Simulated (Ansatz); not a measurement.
## A series of single points on Ta4C3

System: Ta4C3 (P1, 7 atoms in the cell).
Method: DFT PBEsol, scalar-relativistic, plane waves, PAW, no spin polarisation (Ansatz 0.2.0).

The 7 runs differ only in the geometry, by a shift of atoms along one path in a fixed cell. The shift s is measured from run 4: Ta2 moves along the Cartesian direction (0.71, 0.71, 0.00), and Ta1, Ta3, Ta4, C5, C6 and C7 with it in fixed proportion. The structure derives from a Materials Project entry.

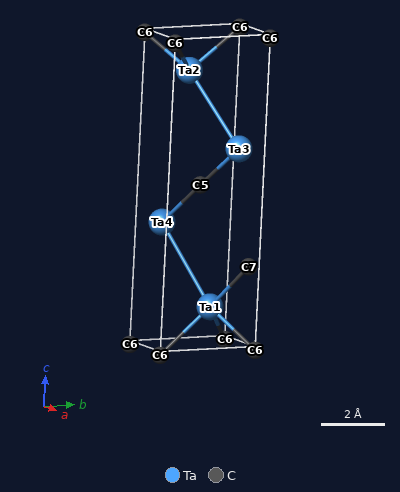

Figure 1. The structure of run 4 (ball-and-stick view of the reduced cell, seen slightly off an axis; atoms are numbered from 1 in the order of the input). An atom can appear more than once, as a periodic image.

## Input of run 4
```yaml
crystal:
  lattice:
    - [1.5516367285, 0.8958378829, 10.1645109918]
    - [-1.5516367285, 0.8958378829, 10.1645109918]
    - [0.0, -1.7916757658, 10.1645109918]
  atoms:
    - { symbol: Ta, position: [0.3765259184, 0.3725271716, 0.3710635286] }
    - { symbol: Ta, position: [0.6352439735, 0.6215724722, 0.6165683555] }
    - { symbol: Ta, position: [0.202974978, 0.2113981144, 0.2144811963] }
    - { symbol: Ta, position: [0.7872153795, 0.7963218645, 0.7996550694] }
    - { symbol: C, position: [0.4961310929, 0.5043251035, 0.5073243195] }
    - { symbol: C, position: [1.0028865984, 0.9941763921, 0.9909882354] }
    - { symbol: C, position: [0.082462118, 0.0850968794, 0.086061269] }
basis:
  ecutwfc: 420
kpoints:
  mp_grid: { grid: [12, 12, 12] }
hamiltonian:
  xc: pbesol
scf:
  occupations: { method: gaussian, width: 0.15 }
output:
  forces: true
  stress: true
  eigenvalues: true
```

Command:
```bash
ansatz run input.yaml --threads 2 --pin off --max-ram 5120MiB --backend cpu --events-out ev --progress --plain --runs-dir out
```

Run 3 differs from it as follows:
```diff
-    - { symbol: Ta, position: [0.3765259184, 0.3725271716, 0.3710635286] }
-    - { symbol: Ta, position: [0.6352439735, 0.6215724722, 0.6165683555] }
-    - { symbol: Ta, position: [0.202974978, 0.2113981144, 0.2144811963] }
-    - { symbol: Ta, position: [0.7872153795, 0.7963218645, 0.7996550694] }
-    - { symbol: C, position: [0.4961310929, 0.5043251035, 0.5073243195] }
-    - { symbol: C, position: [1.0028865984, 0.9941763921, 0.9909882354] }
-    - { symbol: C, position: [0.082462118, 0.0850968794, 0.086061269] }
+    - { symbol: Ta, position: [0.3670647817, 0.3750622755, 0.3779895614] }
+    - { symbol: Ta, position: [0.6028968543, 0.6302398567, 0.6402480902] }
+    - { symbol: Ta, position: [0.2229043327, 0.2060580599, 0.1998918961] }
+    - { symbol: Ta, position: [0.8087615545, 0.7905485843, 0.7838821746] }
+    - { symbol: C, position: [0.5155183302, 0.4991303089, 0.4931318768] }
+    - { symbol: C, position: [0.9822780291, 0.9996984416, 1.0060747552] }
+    - { symbol: C, position: [0.0886960304, 0.0834265076, 0.0814977284] }
```

## Results, with one run withheld

| run | shift s of Ta2 (Å) | free energy per atom, from the lowest run given (meV) | pressure (GPa) | force along the path (eV/Å) |
| --- | --- | --- | --- | --- |
| 1 | −0.1500 | 5.73 | 0.22 | 0.679 |
| 2 | −0.1200 | 3.13 | 0.11 | 0.532 |
| 3 | −0.0900 | ? | ? | ? |
| 4 | 0.0000 | 0.00 | −0.02 | −0.204 |
| 5 | 0.0300 | 1.33 | 0.04 | −0.417 |
| 6 | 0.0600 | 3.59 | 0.14 | −0.639 |
| 7 | 0.0900 | 6.81 | 0.28 | −0.867 |

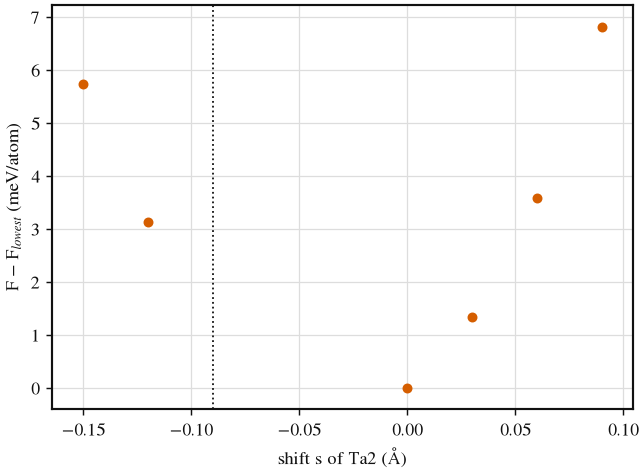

Figure 2. Free energy per atom of the runs given; the dotted line marks run 3.

What should run 3 give?

A cubic polynomial in the coordinate, fitted to the 6 runs given, misses them by at most 0.01 meV per atom. With x = s + 0.0150, it reads F = −0.30778 + 14.131 x + 478.67 x² + 314.33 x³ (meV per atom). At run 3 it gives 1.19 meV per atom, and the run itself gives 1.19. The slope of the fit gives a force −dF/ds of 0.367 eV/Å along the path (summed over the atoms that move), and the printed forces give 0.370 eV/Å. The fit has its minimum at s = −0.0300 Å.

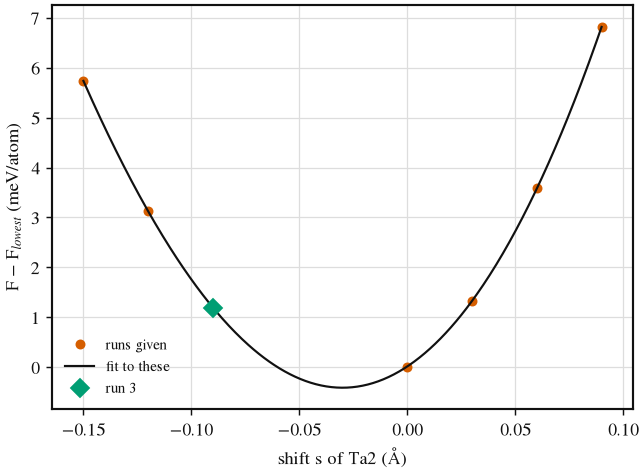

Figure 3. The fit and the withheld run.

## Output, shortened to warnings, some set-up lines, iterations and results (run 3)
```
Basis set: ecut = 420 eV, 1641 PW (Γ), FFT grids on a1−a3, a2−a3, a3, exchange–correlation on 48×48×144 points (8 copies of the dense FFT grid, shifted against one another)
Symmetry: 1 space group operations
k-points: 868 of 1728 (time reversal used)
Initial density: superposition of atomic densities (neutral atoms: chi_scale 0, normalization atom), corrected by the library's trained network
[...]
SCF iter   1: F=—  HF=-39970.618009 eV  |F-HF|=—  |Δ(HF+E_count)|=         —  Δρ=1.23e-2  dr2=1.05e0  ethr=1.77e-3  ⟨swp⟩=5.3  Hψ=131924  notcnv=0
SCF iter   2: F=—  HF=-39970.557763 eV  |F-HF|=—  |Δ(HF+E_count)|=   6.02e-2  Δρ=5.17e-3  dr2=2.14e-1  ethr=1.64e-3  ⟨swp⟩=1.0  Hψ=40796  notcnv=0
SCF iter   3: F=—  HF=-39970.542879 eV  |F-HF|=—  |Δ(HF+E_count)|=   1.49e-2  Δρ=1.91e-3  dr2=1.86e-2  ethr=3.35e-4  ⟨swp⟩=1.2  Hψ=32719  notcnv=0
SCF iter   4: F=—  HF=-39970.540619 eV  |F-HF|=—  |Δ(HF+E_count)|=   2.26e-3  Δρ=6.33e-4  dr2=8.71e-4  ethr=2.90e-5  ⟨swp⟩=1.8  Hψ=35018  notcnv=0
SCF iter   5: F=—  HF=-39970.540464 eV  |F-HF|=—  |Δ(HF+E_count)|=   1.56e-4  Δρ=2.01e-4  dr2=4.21e-5  ethr=1.36e-6  ⟨swp⟩=2.0  Hψ=45281  notcnv=0
SCF iter   6: F=—  HF=-39970.540456 eV  |F-HF|=—  |Δ(HF+E_count)|=   8.09e-6  Δρ=5.04e-5  dr2=5.07e-6  ethr=6.58e-8  ⟨swp⟩=2.0  Hψ=47611  notcnv=0  defer=5
SCF iter   7: F=—  HF=-39970.540455 eV  |F-HF|=—  |Δ(HF+E_count)|=   5.94e-7  Δρ=1.28e-5  dr2=3.85e-7  ethr=7.92e-9  ⟨swp⟩=2.0  Hψ=40652  notcnv=0  defer=5
SCF iter   8: F=-39970.540455 eV  HF=-39970.540455 eV  |F-HF|=4.45e-8  |Δ(HF+E_count)|=   4.88e-8  Δρ=4.43e-6  dr2=5.02e-8  ethr=1.56e-10  ⟨swp⟩=10.6  Hψ=135847  notcnv=0
SCF 1 converged in 8 iterations: F = -39970.540455 eV  dr2 = 5.02e-8
SCF converged after 8 iterations
Free energy (F): -39970.540455 eV
Harris-Foulkes:  -39970.540455 eV  (|F-HF|=4.45e-8)
Internal energy: -39970.520595 eV  (E = F + TS)
E sigma→0 (E₀):  -39970.530525 eV
Entropy (-TS):   -0.019860 eV (-2.837 meV/atom)
Fermi energy:    19.214113 eV
--- Per-component energies (eV) ---
  E_band       = -316.908342
  E_kinetic    = 1738.247535
  E_local      = -2352.435082  (includes V_loc(G=0)·N_el)
  E_nonlocal   = 148.833383
  E_hartree    = 815.625962
  E_xc         = -1016.450988
  E_vxc        = -1000.237578  (∫ρ·V_xc dr)
  E_paw        = -33376.754112  (= ΣΔE_a)
  E_vpaw       = -482.570397  (= ΣTr[D̂ρ^β])
  E_aug_tail   = 0.000598  (compensation charges beyond the density's cutoff)
  E_ewald      = -5928.505777
  E_core_change = 0.917887  (= ΣΔE_core)
  E_smearing   = -0.019860  (= −TS)
  E_closure    = -0.000000  (closes the sum)
  Σ components = -39970.540455   (vs F -39970.540455, Δ=0.00e0)
--- Forces (eV/Å), atoms counted from 1 ---
  atom   1  Ta     0.03459959     0.04170199     0.01514652
  atom   2  Ta     0.13034073     0.14260637    -0.02430916
  atom   3  Ta    -0.07107621    -0.08684107    -0.00669199
  atom   4  Ta    -0.09168519    -0.09545830     0.00982497
  atom   5  C     -0.00149625    -0.00507399     0.00948622
  atom   6  C     -0.00215792     0.00466998     0.00396587
  atom   7  C      0.00147494    -0.00160524    -0.00737016
  max |Σ_I F_I| component: 5.23e-5 eV/Å
--- Stress (GPa, compression-positive) ---
       -0.145244      -0.166228      -1.004137
       -0.166228       0.236345      -0.942419
       -1.004137      -0.942419      -0.010235
  P = ⅓ Tr σ = 0.0270 GPa (0.270 kbar)
```

Notes: Spin–orbit coupling is left out, which matters for Ta.
